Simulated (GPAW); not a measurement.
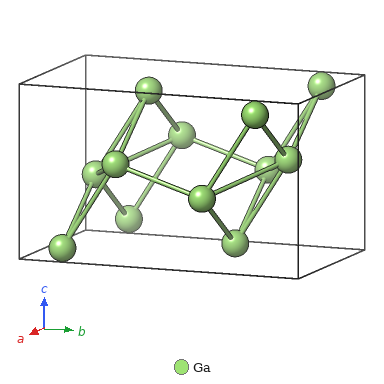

System: Ga, space group Cmce (No. 64). The picture shows the conventional cell.

Input of the run:
```
from ase import Atoms
from ase.eos import EquationOfState
from ase.io import Trajectory
from ase.units import GPa
from gpaw import GPAW, PW

atoms = Atoms(['Ga', 'Ga', 'Ga', 'Ga'],
              cell=[[2.2615, -3.8305, 0.0],
                    [2.2615, 3.8305, 0.0],
                    [0.0, 0.0, 4.524]],
              scaled_positions=[[0.3451, 0.6549, 0.419],
                                [0.1549, 0.8451, 0.919],
                                [0.6549, 0.3451, 0.581],
                                [0.8451, 0.1549, 0.081]],
              pbc=True)

traj = Trajectory('eos.traj', 'w')
volumes, energies = [], []
for x in [0.94, 0.96, 0.98, 1.0, 1.02, 1.04, 1.06]:
    a = atoms.copy()
    a.set_cell(atoms.cell * x**(1 / 3), scale_atoms=True)
    calc = GPAW(mode=PW(600),
                xc='LDA',
                kpts={'size': (6, 6, 5), 'gamma': True},
                occupations={'name': 'fermi-dirac', 'width': 0.05},
                nbands=16,
                convergence={'density': 1e-05, 'energy': 1e-05},
                maxiter=150,
                txt=f'eos-{x:.2f}.txt')
    a.calc = calc
    energies.append(a.get_potential_energy(force_consistent=True))
    volumes.append(a.get_volume())
    p = -a.get_stress()[:3].mean() / GPa
    calc.write(f'eos-{x:.2f}.gpw')
    traj.write(a)
    print(f'{x:.2f} {volumes[-1]:10.4f} A^3 {energies[-1]:14.6f} eV {p:9.3f} GPa', flush=True)

v0, e0, B = EquationOfState(volumes, energies, eos='birchmurnaghan').fit()
print(f'V0 = {v0:.4f} A^3, E0 = {e0:.6f} eV, B0 = {B / GPa:.2f} GPa')
```

Run as:
```bash
OMP_NUM_THREADS=1 python run.py
```

Calculation (GPAW 26.7.0): PAW DFT in plane waves, on a grid or in atomic orbitals, no spin polarisation; energies at scaled volumes of the given cell, shape and fractions fixed, counted from the fit's minimum, third-order Birch-Murnaghan fit. Level: LDA.

- k mesh: 6×6×5
- occupations: Fermi–Dirac
- smearing width: 0.05 eV
- potentials: GPAW PAW data sets (gpaw data 1.2.1)
- wave cutoff: 600 eV
- program settings: basis pw

Predict the energy and pressure against volume. The volume takes the values 18.42, 18.81, 19.20, 19.59, 19.99, 20.38, 20.77 Å³/atom.

A third-order Birch–Murnaghan fit gives V0 = 18.67 Å³/atom, B0 = 65.5 GPa and B′ = 4.8. The energy is 0.71 meV/atom at volume 18.42 Å³/atom and 39.27 meV/atom at 20.77 Å³/atom; the lowest computed point is at volume 18.81 Å³/atom (0.22 meV/atom). The pressure falls from 0.91 GPa at volume 18.42 Å³/atom to −5.40 GPa at 20.77 Å³/atom, and changes sign near 18.67 Å³/atom.

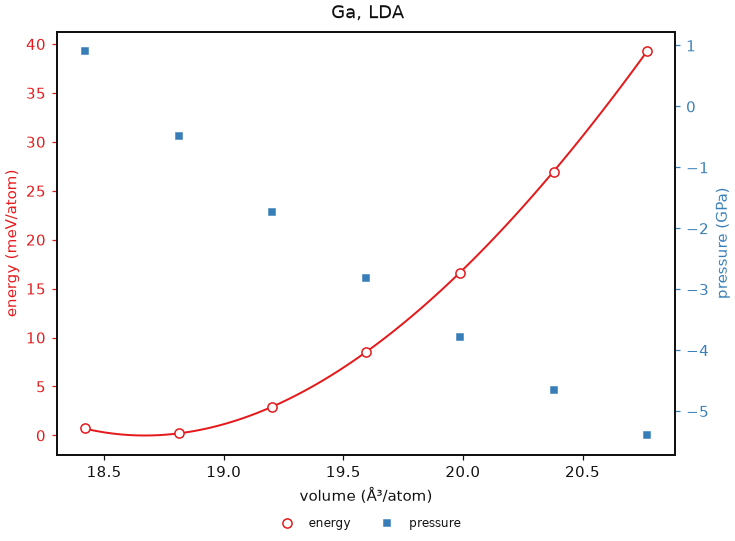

Keep in mind: shape and atomic fractions are frozen while scaling, which makes layered, chain and framework solids too stiff.
